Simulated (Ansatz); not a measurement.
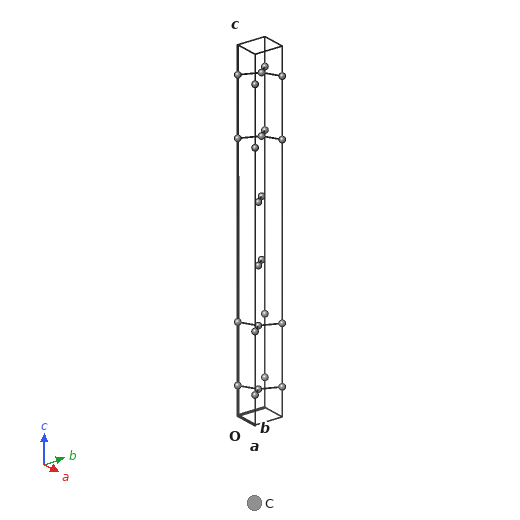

Crystal: C, the geometry relaxed with DFT, PBE-D3(BJ), plane waves, PAW in Ansatz 0.2.0. One unit cell is drawn above. Symmetry computed with spglib at a tolerance of 0.002 Å; standard conventional cell.

```
C
1.0
     2.46470    0.00000    0.00000
    -1.23235    2.13449    0.00000
     0.00000    0.00000   20.93098
C
12
Cartesian
  0.0000 0.0000 19.2353
  0.0000 1.4230 19.2351
  0.0000 0.0000 15.6499
  0.0000 1.4230 15.6496
  1.2323 0.7115 5.2813
  0.0000 0.0000 5.2811
  1.2323 0.7115 1.6959
  0.0000 0.0000 1.6957
  0.0000 1.4230 12.2583
  1.2323 0.7115 12.2581
  0.0000 1.4230 8.6729
  1.2323 0.7115 8.6726
```

**What is its point group?**

-3m (D3d), order 12, trigonal system: one threefold axis, three twofold axes, three mirror planes, an inversion centre.

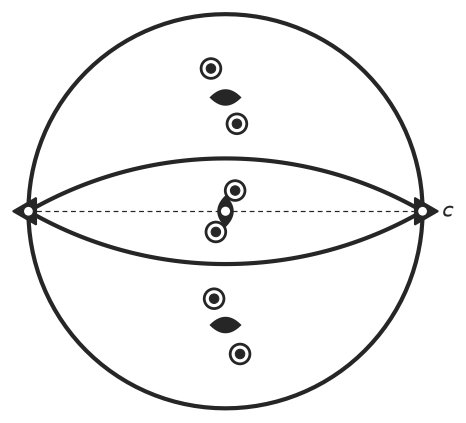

Stereographic projection: filled dots lie in the upper hemisphere, open rings in the lower; heavy lines are mirror planes (a heavy rim: a mirror in the plane of the page); lens, triangle, square and hexagon are 2-, 3-, 4- and 6-fold axes, a lens in an open square is −4, a triangle in an open hexagon −6; thin dashed diameters join the ends of axes that lie in the page; a small open circle marks inversion. The poles are one general form. The a axis points at the viewer.

**What does this class allow?**

Class -3m is centrosymmetric, so neither piezoelectric nor pyroelectric; it is not chiral. Its Laue class is -3m.
